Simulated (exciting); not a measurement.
# Energy of MgO along an even scaling of the cell

System: MgO (Fm-3m, 2 atoms in the cell).
Method: Kohn-Sham DFT of a periodic cell, PBE, all-electron LAPW+lo, shipped species files, no spin polarisation (exciting sodium).

The 7 runs differ only in the geometry, by an even scaling of the cell at fixed fractional positions. The structure derives from a Materials Project entry.

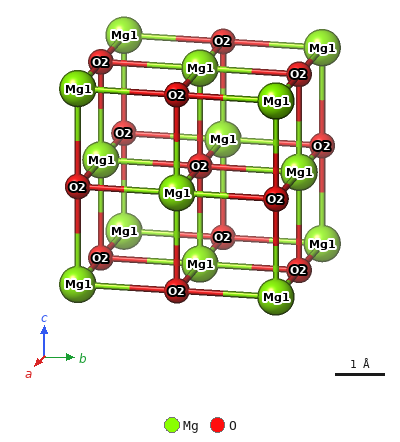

Figure 1. The structure of run 4 (ball-and-stick view of the cell 4 times as large as that of the calculation, set on its symmetry axes, seen slightly off an axis; atoms are numbered from 1 in the order of the input).

## Input of run 4
```
<input>
  <title>MgO</title>
  <structure speciespath="./" tshift="false">
    <crystal scale="1">
      <basevect>0.000000000000 3.962758315162 3.962758315162</basevect>
      <basevect>3.962758315162 0.000000000000 3.962758315162</basevect>
      <basevect>3.962758315162 3.962758315162 0.000000000000</basevect>
    </crystal>
    <species speciesfile="Mg.xml" rmt="2">
      <atom coord="0.000000000000 0.000000000000 0.000000000000"/>
    </species>
    <species speciesfile="O.xml" rmt="1.45">
      <atom coord="0.500000000000 0.500000000000 0.500000000000"/>
    </species>
  </structure>
  <groundstate do="fromscratch" ngridk="11 11 11" rgkmax="7.5" gmaxvr="14" lmaxapw="10" lmaxmat="10" lmaxvr="8" xctype="GGA_PBE" stype="Fermi Dirac" swidth="0.00183747" nempty="10" ValenceRelativity="iora*" epsengy="1e-05" epspot="1e-05" maxscl="60" tforce="true" outputlevel="normal"/>
</input>
```

Command:
```bash
OMP_NUM_THREADS=1 exciting_smp
```

Lattice vectors (Å) and fractional positions of run 4:
```
   0.000000    2.097001    2.097001
   2.097001    0.000000    2.097001
   2.097001    2.097001    0.000000
Mg  0.000000  0.000000  0.000000
O   0.500000  0.500000  0.500000
```

Run 5 has the same physical settings and fractional positions; its lattice vectors (Å) are:
```
   0.000000    2.110889    2.110889
   2.110889    0.000000    2.110889
   2.110889    2.110889    0.000000
```

## Results, with one run withheld

| run | volume per atom (Å³) | free energy per atom, from the lowest run given (meV) | gap on the mesh (eV) |
| --- | --- | --- | --- |
| 1 | 8.668 | 54.20 | 5.51 |
| 2 | 8.853 | 34.30 | 5.29 |
| 3 | 9.037 | 19.29 | 5.08 |
| 4 | 9.221 | 9.02 | 4.87 |
| 5 | 9.406 | ? | ? |
| 6 | 9.590 | 0.00 | 4.50 |
| 7 | 9.775 | 0.79 | 4.32 |

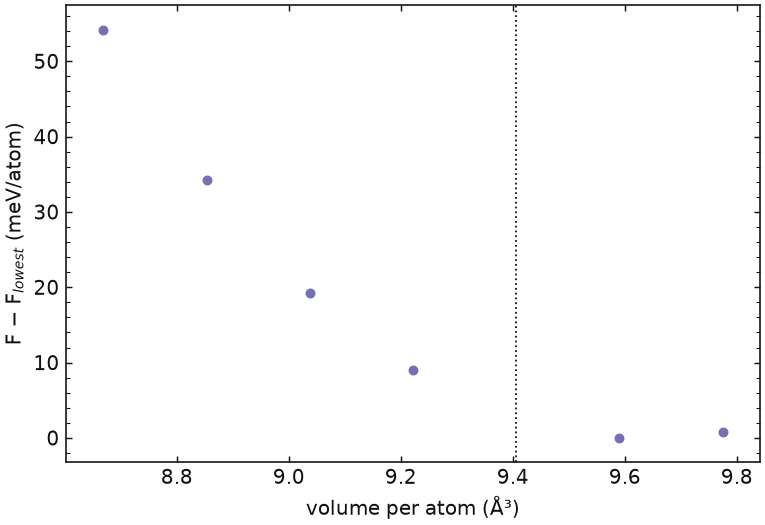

Figure 2. Free energy per atom of the runs given; the dotted line marks run 5.

Estimate the energy of run 5 from the others.

A cubic polynomial in V^(−2/3) (the Birch–Murnaghan form), fitted to the 6 runs given, misses them by at most 0.08 meV per atom. With x = V^(−2/3) − 0.22814 Å⁻², it reads F = 11.073 + 3043.9 x + 2.0731e+05 x² − 5615.3 x³ (meV per atom). At run 5 it gives 2.62 meV per atom, and the run itself gives 2.66. The fit has its minimum at 9.638 Å³ per atom, where V d²F/dV² gives 149 GPa: the bulk modulus at this level, since symmetry fixes the shape and the positions. The gap on the mesh goes, without turning, from 5.51 eV in run 1 to 4.32 eV in run 7; run 5 has 4.68 eV. These are gaps of this functional on this mesh, which can miss the band edges; they aren't the measured gap.

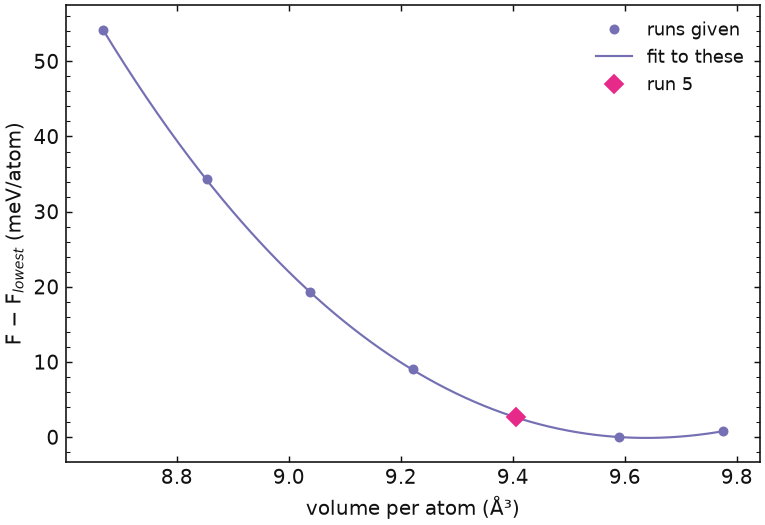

Figure 3. The fit and the withheld run.

## Some lines of the output (run 5)
```
[...]
 Estimated fundamental gap                  :         0.17207112
 Absolute change in total energy   (target) :  0.670839E-04  ( 0.100000E-04)
 Total energy                               :      -275.71666448
 Fermi energy                               :         0.25769946
 Estimated fundamental gap                  :         0.17207072
 Absolute change in total energy   (target) :  0.282467E-04  ( 0.100000E-04)
 Total energy                               :      -275.71666933
 Fermi energy                               :         0.25769932
 Estimated fundamental gap                  :         0.17207087
 Absolute change in total energy   (target) :  0.484735E-05  ( 0.100000E-04)
 Total energy                               :      -275.71666875
 Estimated fundamental gap                  :         0.17207086
 Absolute change in total energy   (target) :  0.576740E-06  ( 0.100000E-04)
 Total energy                               :      -275.71666890
```
